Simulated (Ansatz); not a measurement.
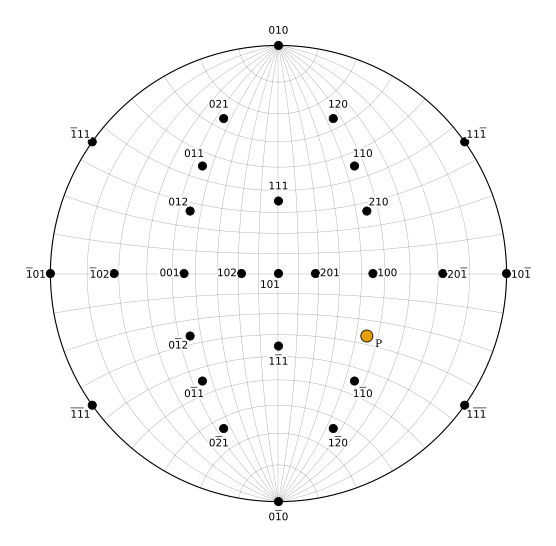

Stereographic projection of plane normals (upper hemisphere) centred on (1 0 1). Crystal: Cu, the geometry relaxed with DFT, PBEsol, plane waves (420 eV) with PAW, scalar-relativistic (Ansatz); the starting structure was generated, so it need not be a known form of this composition. All values are computed from the atomic coordinates in the standard setting (tolerance 0.002 Å).

a = 4.529 Å, b = 4.529 Å, c = 4.529 Å, α = 90.00°, β = 90.00°, γ = 90.00°.

Index the pole marked P.

P is (2 −1 0), 50.8° from the centre.

What is the angle between the normals of (0 0 1) and (0 −1 2), and what are their d_hkl = 1/|g|?

26.6°; d = 4.529 Å and 2.025 Å.
